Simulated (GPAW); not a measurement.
# 3d dopants in SiC: moments across the series

One cation of SiC is replaced by one 3d element after another. What moment does each carry?

Main program and level: GPAW 26.7.0; PBE; plane waves with GPAW's PAW setups, scalar-relativistic.

## 1. Starting point

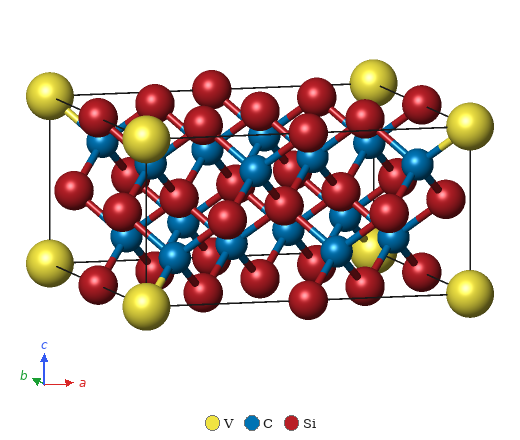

The cell as given, slightly off an axis (vanadium yellow, carbon blue, silicon red). Bonds to atoms that aren't drawn are left out. Some periodic images of atoms are drawn too.

This is the first member shown.

## 2. The first member

This run shows input and output; the others differ as the table says.

order1.py reads:

```python
import json
import numpy as np
from ase import Atoms
from ase.parallel import paropen, parprint
from gpaw import GPAW

atoms = Atoms(['V', 'C', 'Si', 'C', 'Si', 'C', 'Si', 'C', 'Si', 'C', 'Si', 'C', 'Si', 'C', 'Si', 'C', 'Si', 'C', 'Si', 'C', 'Si', 'C', 'Si', 'C', 'Si', 'C', 'Si', 'C', 'Si', 'C', 'Si', 'C'],
    cell=[[8.72, 0.0, 0.0],
         [0.0, 8.72, 0.0],
         [0.0, 0.0, 4.36]],
    scaled_positions=[[0.0, 0.0, 0.0],
         [0.125, 0.125, 0.25],
         [0.0, 0.25, 0.5],
         [0.125, 0.375, 0.75],
         [0.25, 0.0, 0.5],
         [0.375, 0.125, 0.75],
         [0.25, 0.25, 0.0],
         [0.375, 0.375, 0.25],
         [0.0, 0.5, 0.0],
         [0.125, 0.625, 0.25],
         [0.0, 0.75, 0.5],
         [0.125, 0.875, 0.75],
         [0.25, 0.5, 0.5],
         [0.375, 0.625, 0.75],
         [0.25, 0.75, 0.0],
         [0.375, 0.875, 0.25],
         [0.5, 0.0, 0.0],
         [0.625, 0.125, 0.25],
         [0.5, 0.25, 0.5],
         [0.625, 0.375, 0.75],
         [0.75, 0.0, 0.5],
         [0.875, 0.125, 0.75],
         [0.75, 0.25, 0.0],
         [0.875, 0.375, 0.25],
         [0.5, 0.5, 0.0],
         [0.625, 0.625, 0.25],
         [0.5, 0.75, 0.5],
         [0.625, 0.875, 0.75],
         [0.75, 0.5, 0.5],
         [0.875, 0.625, 0.75],
         [0.75, 0.75, 0.0],
         [0.875, 0.875, 0.25]],
    pbc=True,
    magmoms=[2.0, 0.0, 0.0, 0.0, 0.0, 0.0, 0.0, 0.0, 0.0, 0.0, 0.0, 0.0, 0.0, 0.0, 0.0, 0.0, 0.0, 0.0, 0.0, 0.0, 0.0, 0.0, 0.0, 0.0, 0.0, 0.0, 0.0, 0.0, 0.0, 0.0, 0.0, 0.0])
atoms.calc = GPAW(mode={'name': 'pw', 'ecut': 600},
    xc='PBE',
    kpts={'size': (3, 3, 6), 'gamma': True},
    occupations={'name': 'fermi-dirac', 'width': 0.05},
    convergence={'density': 1e-05, 'energy': 1e-05},
    maxiter=200,
    mixer={'name': 'pulay', 'beta': 0.05, 'nmaxold': 6, 'weight': 50},
    symmetry={'tolerance': 1e-4},
    txt='order1.txt')
e = atoms.get_potential_energy(force_consistent=True)
res = {'free_energy': e, 'energy_sigma0': atoms.get_potential_energy(), 'fermi_energy': atoms.calc.get_fermi_level()}
res['moments'] = atoms.get_magnetic_moments().tolist()
res['total'] = atoms.get_magnetic_moment()
parprint('site moments (muB):', np.round(res['moments'], 3))
parprint(f"total moment: {res['total']:.3f} muB")
parprint(f'free energy: {e:.6f} eV')
atoms.calc.write('order1.gpw')
with paropen('results.json', 'w') as f:
    json.dump(res, f)
```

The run is started by

```sh
$ OMP_NUM_THREADS=1 mpirun -n 4 gpaw python order1.py > order1.log
```

Numbers of over 12 decimals in the logs are rounded to 6 here.

Output:

```text
site moments (muB): [ 0.703 -0.01   0.011  0.     0.011  0.     0.005  0.     0.001  0.
  0.011 -0.01   0.001  0.     0.005  0.     0.001  0.     0.001  0.
  0.011 -0.01   0.005  0.     0.001  0.     0.001  0.     0.001  0.
  0.005 -0.01 ]
total moment: 0.872 muB
free energy: -240.160894 eV

--- order1.txt ---
Input parameters:
  mode=PW(ecut=600),
  convergence={'density': 1e-05, 'energy': 1e-05},
  kpts=MonkhorstPack(size=(3, 3, 6), gamma=True),
  maxiter=200,
  mixer=Pulay(name='pulay', nmaxold=6, beta=0.05, weight=50, sigma=0.015, g_ss=None),
  occupations=Occupations(name='fermi-dirac', width=0.05),
  symmetry=Symmetry(tolerance=0.0001),
  xc=XC(name='PBE')

Diagonalizing LCAO Hamiltonian
Converting LCAO to pw mode
      .--------------------.
     /|                    |
    / | C         C        |
   /  |     C          C   |
  /  SC      C SC       C  |
 *    .--Si--------Si------.
 |Si / C CSi Si  C  Ci    /
 |  /      C         C   /
 | /C Si      SC Si     /
 |/     Si        Si   /
 V---------Si---------*

Atoms  # Å, Bohr magnetons
|    | symbol |        x |        y |        z |    initial magnetic moments |
|----|--------|----------|----------|----------|-----------------------------|
|  0 |      V | 0.000000 | 0.000000 | 0.000000 | ( 0.0000,  0.0000,  2.0000) |
|  1 |      C | 1.090000 | 1.090000 | 1.090000 | ( 0.0000,  0.0000,  0.0000) |
|  2 |     Si | 0.000000 | 2.180000 | 2.180000 | ( 0.0000,  0.0000,  0.0000) |
|  3 |      C | 1.090000 | 3.270000 | 3.270000 | ( 0.0000,  0.0000,  0.0000) |
|  4 |     Si | 2.180000 | 0.000000 | 2.180000 | ( 0.0000,  0.0000,  0.0000) |
[...]
Zero:             -0.132896
  External:          0.000000
  Xc:             -280.547427
  Entropy:          -0.038106
  Spinorbit:         0.000000
  ----------------------------
  Free energy:    -240.160894
  Extrapolated:   -240.141841

dipole moment: (-77.621809, -77.621809, -76.449902)  # |e|*Ang

Total magnetic moment: (0.000000, 0.000000, 0.871952)

Local magnetic moments
|        x |        y |         z |
|----------|----------|-----------|
| 0.000000 | 0.000000 |  0.702977 |  # V    0
| 0.000000 | 0.000000 | -0.010413 |  # C    1
| 0.000000 | 0.000000 |  0.011183 |  # Si   2
| 0.000000 | 0.000000 |  0.000217 |  # C    3
| 0.000000 | 0.000000 |  0.011183 |  # Si   4
[...]
| 0.000000 | 0.000000 |  0.000780 |  # Si  28
| 0.000000 | 0.000000 |  0.000217 |  # C   29
| 0.000000 | 0.000000 |  0.004767 |  # Si  30
| 0.000000 | 0.000000 | -0.010413 |  # C   31

Fermi level: 9.810
Eigenvalues  # (at kpt = [0.000, 0.000, 0.000])
| band index |      eig [eV] | occ [0-1] |      eig [eV] | occ [0-1] |
|------------|---------------|-----------|---------------|-----------|
|          0 |       -55.244 |     1.000 |       -54.502 |     1.000 |
|        ... |               |           |               |           |
|         64 |         7.039 |     1.000 |         7.087 |     1.000 |
|         65 |         7.890 |     1.000 |         7.918 |     1.000 |
|         66 |         7.977 |     1.000 |         7.991 |     1.000 |
|         67 |         7.977 |     1.000 |         7.991 |     1.000 |
[...]
|         77 |        12.322 |     0.000 |        12.332 |     0.000 |
|         78 |        12.801 |     0.000 |        12.829 |     0.000 |
|         79 |        12.801 |     0.000 |        12.829 |     0.000 |
|        ... |               |           |               |           |
|         87 |        14.380 |     0.000 |        14.406 |     0.000 |

No gap
No difference between direct/indirect transitions


[key lines of the parts left out:]
Converged in 34 steps
```

The job ended after 6.7 min (4 MPI ranks of Arm Neoverse V2, shared host; peak memory 2 GiB; 27 min of CPU time).

After 34 cycles the largest moment stands at 0.703 μB.

## 3. The series

All use a 3×3×6 mesh. Each dopant starts with a moment; a run without spin polarisation gives the energy that the moment gains.

| dopant | moment in its sphere (μB) | net moment (μB a cell) | largest moment elsewhere (μB) | gain by spin polarisation (meV) |
| --- | --- | --- | --- | --- |
| V | +0.70 | 0.87 | +0.01 | 86 |
| Cr | +1.77 | 2.00 | +0.02 | 717 |
| Mn | +2.32 | 2.90 | +0.03 | 288 |
| Fe | -0.00 | 0.00 | +0.00 | -0 |
| Ni | +0.78 | 1.83 | +0.05 | 66 |
| Cu | +0.01 | 0.06 | +0.00 | -0 |

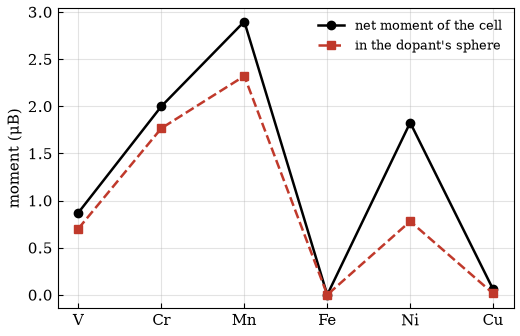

Moments across the 3d series.

## 4. Summary of results

| Quantity | Value |
| --- | --- |
| largest net moment | 2.90 μB (Mn) |
| within 0.02 of a whole number of μB | Cr 2.00 |
| no settled moment | Fe, Cu |

What this shows: The net moment is largest for Mn, 2.90 μB, and vanishes or is a mere residue for Fe and Cu. Cr gives a whole number of μB, as a fixed count of unpaired electrons does. Each dopant had one start, so another spin state can lie lower; in so small a cell the dopant levels widen into bands, and with the smearing this can quench a moment. The atoms were not relaxed, which can shift moments and couplings. Trends hold for the rows shown; the series may have further members. Spin–orbit coupling is left out.

[Logs and program files are shortened in this print: banners, set-up blocks, solver, clock and traceback lines can be left out without a mark of their own.]

[Logs are printed without paths, hosts, clocks, repeated set-up lines and the standing remarks that a program may print on its own settings, such as how far it seeks lower states.]

[Hosts, paths, dates, database ids (printed as entryN), source tags and the programs' standing remarks are cut or masked in the printed files.]

[Where a cell is said to come from a database of computed structures, the database is the Materials Project.]
